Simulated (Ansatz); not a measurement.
# Random fluorite-type (Ti, Ce, Zr, Sn, Hf)O2 solid solution (96 atoms): geometry optimisation

How does random fluorite-type (Ti, Ce, Zr, Sn, Hf)O2 solid solution (96 atoms) relax, and what do bonds, charges and levels look like afterwards?

Main program and level: Ansatz 0.2.0; Kohn-Sham DFT, LDA, PAW (set soft_2), plane waves.

**1. The starting structure**

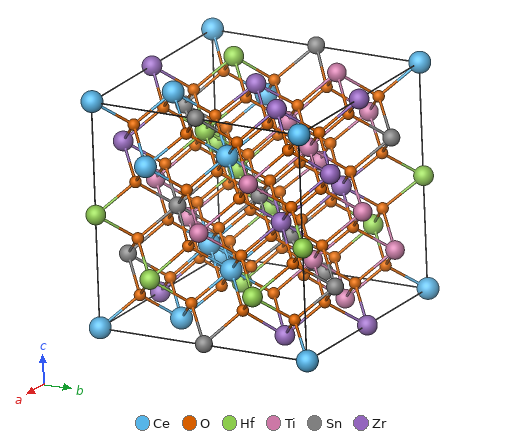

The cell as given, slightly off an axis (cerium blue, oxygen orange, hafnium green, titanium pink, tin grey, zirconium purple). Some periodic images of atoms are drawn too.

The cell holds 96 atoms: 6 Ce, 64 O, 6 Hf, 8 Ti, 6 Sn and 6 Zr. Cell: a = 10.180 Å, b = 10.180 Å, c = 10.180 Å, α = 90.0°, β = 90.0°, γ = 90.0°. It derives from TiO2 and CeO2, HfO2, ZrO2 and SnO2. Fluorite-type lattice (a = 5.09 Å, the mean of the end members), 2 x 2 x 2 cells, metal sites filled at random with 8 Ti, 6 Ce, 6 Zr, 6 Sn, 6 Hf; not relaxed, displaced by a Gaussian of 0.02 Å.

Limits known from the start: The host structure and its lattice constant were typed by rule, without a check against the phase diagram. The title names the fluorite type, whose metal atoms have 8 neighbours, but here they have 7.1 on average by the page's cutoffs, so the cell has left that structure. The main run has no spin polarisation, so moments on Ce can't form in it, and no Hubbard term. The Brillouin zone is sampled at Γ only, in a cell whose shortest periodic width is 10 Å. The levels lack spin–orbit coupling, which is large for the heavy elements here.

**2. Single point at the start**

A single point comes first, to see the forces before anything moves.

Contents of input.yaml:

```yaml
crystal:
  lattice:
    - [10.18, 0.0, 0.0]
    - [0.0, 10.18, 0.0]
    - [0.0, 0.0, 10.18]
  atoms:
    - { symbol: Ce, position: [0.99713, 0.00119, 0.00097] }
    - { symbol: O, position: [0.12647, 0.12381, 0.12283] }
    - { symbol: O, position: [0.37228, 0.37684, 0.37714] }
    - { symbol: Hf, position: [0.99696, 0.25029, 0.25087] }
    [... 86 atom lines left out ...]
    - { symbol: Ce, position: [0.75131, 0.50073, 0.75417] }
    - { symbol: O, position: [0.87427, 0.62481, 0.8723] }
    - { symbol: O, position: [0.62625, 0.87452, 0.62536] }
    - { symbol: Zr, position: [0.74824, 0.74968, 0.49802] }
    - { symbol: O, position: [0.87276, 0.87637, 0.62286] }
    - { symbol: O, position: [0.62615, 0.62768, 0.87551] }
kpoints:
  mp_grid: { grid: [1, 1, 1] }
hamiltonian:
  xc: lda
scf:
  occupations: { method: fixed }
output:
  forces: true
  stress: true
  populations: intrinsic
  dos:
    method: { smearing: { sigma: 0.1 } }
    de: 0.1
    projected: { site_lists: { Ce: [Ce], Hf: [Hf], O: [O], Sn: [Sn], Ti: [Ti] } }
  eigenvalues: true
```

Command:

```bash
> ansatz run input.yaml --threads 4 --pin off --max-ram 8192MiB --backend cpu --events-out ev --progress --plain --runs-dir out
```

The job ended after 44 s (4 threads of Arm Neoverse V1, shared host; peak memory 1.8 GiB).

Numbers from this run:

- free energy: -246238.3817 eV
- free energy per atom: -2564.9831 eV/atom
- SCF cycles: 13
- pressure: -6.075 GPa
- r.m.s. force component: 0.8437 eV/Å
- longest force: 3.515 eV/Å
- Fermi energy: 12.13 eV
- gap (highest filled to lowest empty level): 1.222 eV

The r.m.s. force component of 0.84 eV/Å and the pressure of -6.1 GPa set the starting point.

Length of the force by element:

```tsv
element	coordination	atoms	mean length of the force (eV/Å)	spread	least	most
Ce	all	6	0.896	0.599	0.265	1.80
Hf	all	6	0.578	0.303	0.282	1.17
O	all	64	1.55	0.734	0.375	3.51
Sn	all	6	0.745	0.277	0.439	1.32
Ti	all	8	0.417	0.140	0.280	0.700
Zr	all	6	0.572	0.234	0.144	0.866
```

**3. Relaxation**

The atoms are relaxed in the fixed cell, aiming at the force tolerance of the input.

input.yaml, the sections that differ from step 2:

```yaml
output:
  forces: true
relax:
  f_tol: 0.03
  max_steps: 200
# crystal, kpoints, hamiltonian, scf: as in step 2
```

Elapsed: 8.3 min, on 4 threads; peak memory 1.7 GiB; 31 min of CPU time.

The steps of the relaxation:

```tsv
step	energy less that of the first step (eV)	largest force component (eV/Å)
1	0.0000	2.5321
2	-5.8073	0.5302
3	-6.4466	1.2329
4	-9.9978	1.4618
5	-11.6929	1.0579
6	-14.6866	0.7209
7	-16.3120	0.3701
8	-16.7473	1.2692
9	-17.3929	0.4541
10	-17.7939	0.7076
11	-18.1710	0.4563
12	-18.3441	0.3753
13	-18.5977	0.4372
14	-18.6356	0.2733
15	-18.5799	0.2715
16	-18.6580	0.1030
17	-18.6486	0.1725
18	-18.6640	0.0720
19	-18.6647	0.0404
20	-18.6654	0.0538
21	-18.6663	0.0219
22	-18.6663	0.0219
```

Relaxation steps 15, 17 were tried and not accepted.

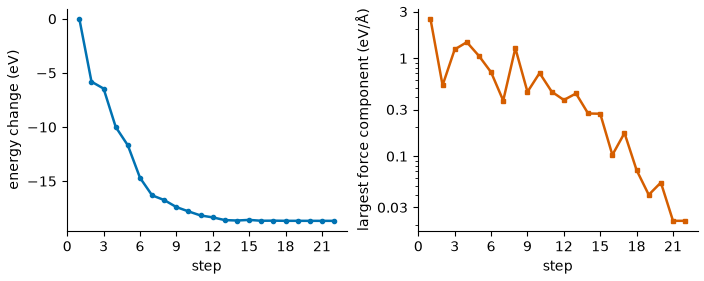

Energy and largest force along the relaxation.

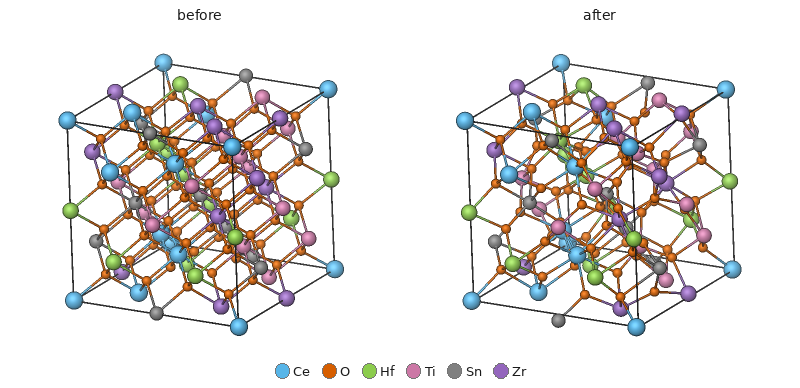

The structure before and after the relaxation, drawn at the same scale.

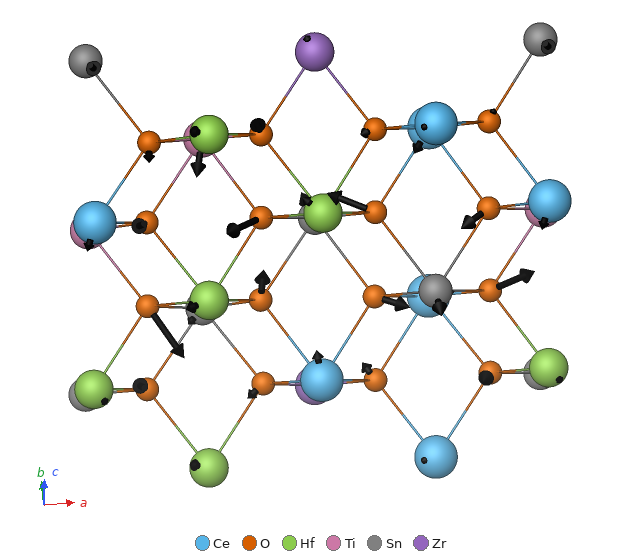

Displacements in the relaxation, exaggerated; the longest in the cell stands for 0.94 Å. Drawn is a slice 4 Å thick, seen at a slant to the ac plane.

The atoms that moved most (Å):

```tsv
atom	dx	dy	dz	length
O23	-0.530	-0.682	0.367	0.938
O8	0.314	0.489	0.707	0.915
O47	-0.116	-0.596	0.652	0.891
O5	0.474	-0.451	-0.587	0.879
O27	-0.116	0.551	0.668	0.874
O18	0.335	-0.564	0.558	0.861
O39	-0.457	0.279	0.656	0.847
O51	0.629	0.418	-0.080	0.760
```

The relaxation changed the energy by -194 meV/atom, and atoms moved by 0.46 Å r.m.s., 0.94 Å at most.

**4. Distances and neighbours after relaxation**

Bonds before and after, by the cutoffs listed below:

```tsv
pair	bonds before	bonds after	mean before (Å)	mean after (Å)	spread before (Å)	spread after (Å)
O-Ti	64	47	2.204	1.982	0.028	0.147
O-Ce	48	48	2.207	2.312	0.030	0.106
O-Hf	48	46	2.203	2.173	0.030	0.161
O-Sn	48	37	2.205	2.081	0.030	0.086
O-Zr	48	48	2.202	2.210	0.031	0.145
```

Density 7.21 g/cm³, 10.99 Å³ an atom.

Pair distribution functions g(r), in bins of 0.2 Å:

```tsv
r (Å)	total	O-O	O-Ti	O-Ce	O-Hf	O-Sn	O-Zr
1.70	0.09	0.00	0.78	0.00	0.00	0.00	0.00
1.90	0.80	0.00	5.96	0.00	1.12	0.56	0.00
2.10	2.15	0.00	2.46	1.86	6.33	7.95	6.40
2.30	1.24	0.11	0.80	6.44	2.33	0.86	3.66
2.50	1.41	2.54	0.00	1.59	0.91	0.17	0.70
2.70	1.24	2.67	0.11	0.00	0.15	0.16	0.14
2.90	0.80	1.42	0.88	0.00	0.12	0.79	0.00
3.10	0.48	0.90	0.59	0.00	0.00	0.23	0.00
3.30	0.58	0.84	0.07	0.00	0.10	0.10	0.00
3.50	1.14	0.98	0.33	0.36	0.44	0.54	0.18
3.70	1.08	0.73	0.89	0.72	0.48	0.64	0.71
3.90	1.14	1.00	1.40	0.58	1.58	1.14	1.37
4.10	1.33	0.95	2.39	2.02	1.82	1.88	1.75
4.30	1.32	0.92	1.73	1.84	2.11	2.66	2.07
4.50	1.14	0.86	1.23	2.48	1.83	1.36	1.79
4.70	0.53	0.52	0.60	0.70	0.50	0.29	1.00
4.90	0.69	0.92	0.58	0.05	0.37	0.77	0.50
5.10	1.11	1.45	0.72	0.92	0.63	0.55	0.50
5.30	0.97	1.11	1.02	0.86	1.01	1.00	0.77
5.50	0.91	0.85	1.27	1.12	1.11	0.79	1.48
5.70	1.00	1.04	1.09	1.37	1.14	1.27	0.88
5.90	0.94	1.14	0.68	0.79	0.63	1.01	0.50
6.10	1.13	1.34	0.66	0.32	0.73	0.67	0.68
6.30	1.29	1.25	0.81	1.13	0.77	0.85	0.79
6.50	1.06	0.94	1.15	1.06	1.03	1.13	1.48
6.70	0.92	0.66	1.22	1.36	1.44	1.19	1.33
6.90	0.80	0.72	0.81	1.10	0.97	1.13	0.82
7.10	0.87	0.68	0.99	0.82	1.23	0.97	1.02
```

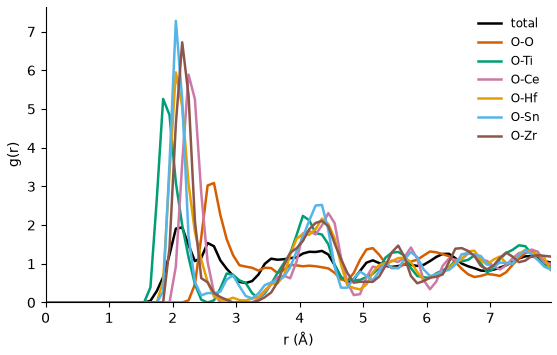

Pair distribution functions, lightly smoothed.

Bonds by pair of elements; cutoffs follow the first minimum of g(r), held within bounds set by covalent radii, and pairs that aren't listed don't count as bonded:

```tsv
pair A-B	cutoff (Å)	bonds	mean length (Å)	spread (Å)	shortest (Å)	B about A	A about B
O-Ti	2.64	47	1.98	0.147	1.77	0.734	5.88
O-Ce	3.16	48	2.31	0.106	2.15	0.75	8
O-Hf	2.83	46	2.17	0.161	1.97	0.719	7.67
O-Sn	2.48	37	2.08	0.086	1.98	0.578	6.17
O-Zr	2.82	48	2.21	0.145	2.04	0.75	8
```

How many atoms have how many bonded neighbours:

```tsv
element	mean	3	4	5	6	7	8
Ce	8	0	0	0	0	0	6
Hf	7.67	0	0	0	0	2	4
O	3.53	30	34	0	0	0	0
Sn	6.17	0	0	0	5	1	0
Ti	5.88	0	0	1	7	0	0
Zr	8	0	0	0	0	0	6
```

Bond angles (no mean is given where the spread exceeds 20°):

```tsv
angle	count	mean (°)	spread (°)
O-Zr-O	168	-	-
O-Ce-O	168	-	-
O-Hf-O	154	-	-
O-Ti-O	115	-	-
O-Sn-O	96	-	-
```

Bond length by coordination (bonds to H left out):

```tsv
element	coordination	atoms	mean bond length (Å)
Hf	7	2	2.14
Hf	8	4	2.19
O	3	30	2.07
O	4	34	2.21
Sn	6	5	2.07
Sn	7	1	2.13
Ti	5	1	1.90
Ti	6	7	1.99
```

For some of the pairs, g(r) has its first main peak near 2.62 Å (O-O), 1.90 Å (O-Ti), 2.28 Å (O-Ce), 2.06 Å (O-Hf), 2.06 Å (O-Sn) and 2.16 Å (O-Zr). With the cutoffs above, all Ce atoms have 8, 67 % of Hf atoms have 8, 53 % of O atoms have 4 and 83 % of Sn atoms have 6 bonded neighbours.

**5. Single point at the relaxed geometry**

One more single point at the end of the walk gives the fuller output and checks the residual forces.

Contents of input.yaml:

```yaml
crystal:
  lattice:
    - [10.18, 0.0, 0.0]
    - [0.0, 10.18, 0.0]
    - [0.0, 0.0, 10.18]
  atoms:
    - { symbol: Ce, position: [0.00531, 0.99084, 0.00024] }
    - { symbol: O, position: [0.10397, 0.16412, 0.09235] }
    - { symbol: O, position: [0.37902, 0.42072, 0.38467] }
    - { symbol: Hf, position: [0.00283, 0.24873, 0.24281] }
    [... 86 atom lines left out ...]
    - { symbol: Ce, position: [0.74011, 0.49448, 0.73546] }
    - { symbol: O, position: [0.91259, 0.63736, 0.83119] }
    - { symbol: O, position: [0.63441, 0.90959, 0.58642] }
    - { symbol: Zr, position: [0.74796, 0.75807, 0.48482] }
    - { symbol: O, position: [0.89489, 0.83926, 0.60378] }
    - { symbol: O, position: [0.63608, 0.61696, 0.87931] }
kpoints:
  mp_grid: { grid: [1, 1, 1] }
hamiltonian:
  xc: lda
scf:
  occupations: { method: fixed }
output:
  forces: true
  stress: true
  populations: true
  dos:
    method: { smearing: { sigma: 0.08 } }
    de: 0.1
    projected: { site_lists: { Ce: [Ce], Hf: [Hf], O: [O], Sn: [Sn], Ti: [Ti] } }
  eigenvalues: true
  write_density: true
  write_potential: true
  volumetric_format: npy
```

Elapsed: 50 s, on 4 threads; peak memory 1.8 GiB.

Read from the output:

```yaml
free_energy: -246257.0480 eV
free_energy_per_atom: -2565.1776 eV/atom
scf_cycles: 14
pressure: 1.562 GPa
r_m_s_force_component: 0.00409 eV/Å
longest_force: 0.02234 eV/Å
fermi_energy: 11.55 eV
spacing_of_highest_filled_and_lowest_empty_level: 1.954 eV
spilling_of_the_projection: 0.003489
```

Löwdin charges by element and coordination (they lack the spilled electrons, 0.031 e an atom on average):

```tsv
element	coordination	atoms	mean charge (e)	spread	least	most
Ce	all	6	0.769	0.0147	0.748	0.793
Hf	all	6	1.35	0.0147	1.33	1.37
Hf	7	2	1.33	0.0059	1.33	1.34
Hf	8	4	1.35	0.0119	1.34	1.37
O	all	64	-0.602	0.0723	-0.736	-0.406
O	3	30	-0.597	0.0685	-0.681	-0.406
O	4	34	-0.607	0.0752	-0.736	-0.426
Sn	all	6	1.64	0.0152	1.62	1.66
Sn	6	5	1.64	0.0164	1.62	1.66
Sn	7	1	1.63	0	1.63	1.63
Ti	all	8	1.31	0.0208	1.27	1.34
Ti	5	1	1.27	0	1.27	1.27
Ti	6	7	1.32	0.0147	1.30	1.34
Zr	all	6	1.42	0.0137	1.40	1.44
```

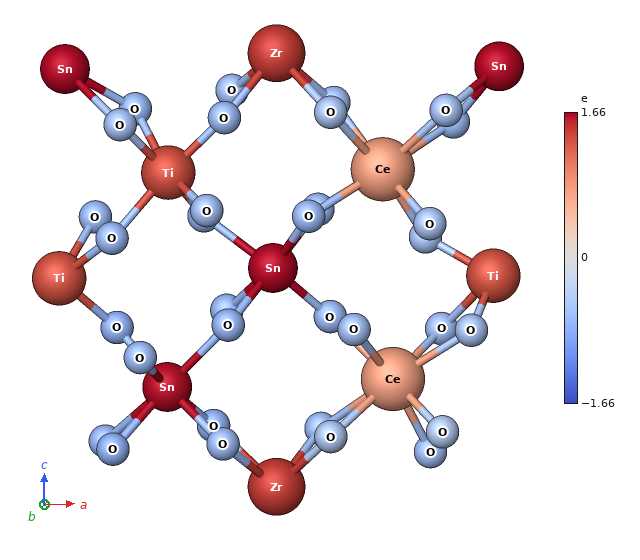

Atoms coloured by Löwdin charge. Drawn is a slice 4 Å thick, seen along the normal of the ac plane.

Density of states as counts of states in windows of 1 eV (from the Fermi level), total and the larger projections:

```tsv
from (eV)	to (eV)	total	O p	Ce f	Hf f	O s	Ce p
-18	-17	23.8	0.5	0.0	0.0	13.3	4.8
-17	-16	48.7	0.5	0.0	0.0	35.1	2.5
-16	-15	40.4	0.2	0.1	0.1	32.2	0.8
-15	-14	12.3	0.6	0.0	0.0	3.3	7.6
-14	-13	16.5	0.8	0.0	0.0	5.2	9.3
-13	-12	7.3	0.3	0.0	0.0	2.6	3.9
-12	-11	0.0	0.0	0.0	0.0	0.0	0.0
-11	-10	25.1	0.1	0.0	25.0	0.0	0.0
-10	-9	58.9	0.3	0.0	58.4	0.1	0.0
-9	-8	0.0	0.0	0.0	0.0	0.0	0.0
-8	-7	2.2	1.2	0.0	0.0	0.1	0.0
-7	-6	9.8	5.5	0.0	0.0	0.7	0.0
-6	-5	12.0	8.2	0.0	0.0	0.1	0.0
-5	-4	55.1	38.9	0.2	0.1	0.6	0.2
-4	-3	74.6	55.6	0.5	0.1	1.0	0.3
-3	-2	69.0	55.6	0.9	0.1	1.0	0.3
-2	-1	85.1	72.3	1.9	0.1	0.7	0.7
-1	0	74.7	66.8	2.2	0.1	0.3	0.7
0	1	1.6	1.4	0.0	0.0	0.0	0.0
1	2	5.3	0.2	5.0	0.0	0.0	0.0
2	3	80.9	4.6	70.8	0.0	0.4	0.1
3	4	38.6	5.5	1.4	0.0	0.6	0.0
4	5	34.7	5.9	0.3	0.0	1.2	0.0
```

The curve was stored every 0.10 eV, coarse against its broadening of 0.08 eV, so these counts are rough.

With fixed occupations the program's Fermi level is the highest filled level; weight inside the gap is the broadening of levels at its edges.

Between -26 and -18 eV lie 111 more states.

The stored curve holds about 728 of the 864 electrons; the rest, give or take the few that broadening carries across the Fermi level, lie in deeper levels below its range.

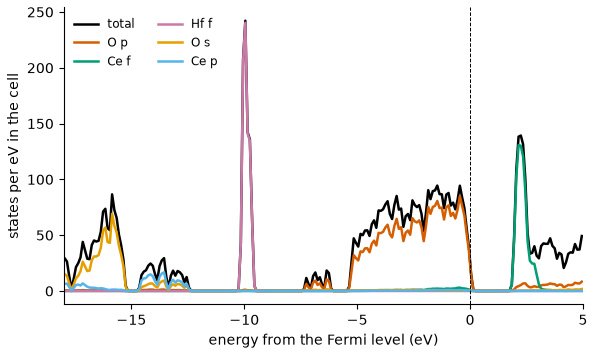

Total and projected density of states, with the broadening of the input.

Not all projections were asked for or kept, so they needn't add up to the total.

The levels nearest the highest filled one (over half full), pooled over k-points and spins:

```tsv
level less the highest filled one (eV)	occupation
-0.203	2
-0.188	2
-0.151	2
-0.0704	2
-0.0613	2
0	2
1.95	0
1.97	0
2.00	0
2.04	0
2.05	0
2.07	0
```

Mean Löwdin charges: Ce +0.77, Hf +1.35, O -0.60, Sn +1.64, Ti +1.31, Zr +1.42 e (they miss 0.35 % of the electrons, so they add up to more than the cell's charge). The largest share in the top eV of filled states is O p (93 % of the projected weight), and in the lowest eV of empty states Ce f (92 % of the projected weight).

**6. Summary of results**

```yaml
energy_change_in_the_relaxation: -194.4 meV/atom
r_m_s_displacement: 0.456 Å
largest_displacement: 0.938 Å
free_energy_per_atom: -2565.1776 eV/atom
density: 7.206 g/cm³
pressure: 1.562 GPa
r_m_s_force_component: 0.00409 eV/Å
spacing_of_highest_filled_and_lowest_empty_level: 1.954 eV
wall_time_of_the_3_dft_runs: 9.8 min
```

What this shows: Relaxation lowers the energy by 194 meV/atom and moves atoms by 0.46 Å r.m.s.; the r.m.s. force component goes from 0.84 to 0.0041 eV/Å, the pressure goes from -6.1 to 1.6 GPa, and the gap from 1.22 to 1.95 eV. By the final cutoffs 30 of 256 bonded pairs parted and 0 joined. First to last step the energy falls by 18.666 eV; the largest move, 0.94 Å, is that of O23. The O-Ti bonds change most in mean length: from 2.204 Å (spread 0.028) to 1.982 Å (spread 0.147), and their number from 64 to 47. With the cutoffs above, all Ce atoms have 8, 67 % of Hf atoms have 8, 53 % of O atoms have 4 and 83 % of Sn atoms have 6 bonded neighbours. The highest filled and lowest empty levels differ by 1.95 eV at Γ alone; the mesh holds the band edges only if they fold onto it, so the gap at this level can be narrower or closed.

**Limits.** The stress is far from hydrostatic: its diagonal is -1.5, 6.8, -0.6 GPa, compression counted positive. The title names the fluorite type, whose metal atoms have 8 neighbours, but here they have 7.1 on average by the page's cutoffs, so the cell has left that structure. The pressure of 1.6 GPa says that the cell would expand at this level of theory.

[Logs are printed without paths, hosts, clocks, repeated set-up lines and the standing remarks that a program may print on its own settings, such as how far it seeks lower states.]

[Hosts, paths, dates, database ids (printed as entryN), source tags and the programs' standing remarks are cut or masked in the printed files.]
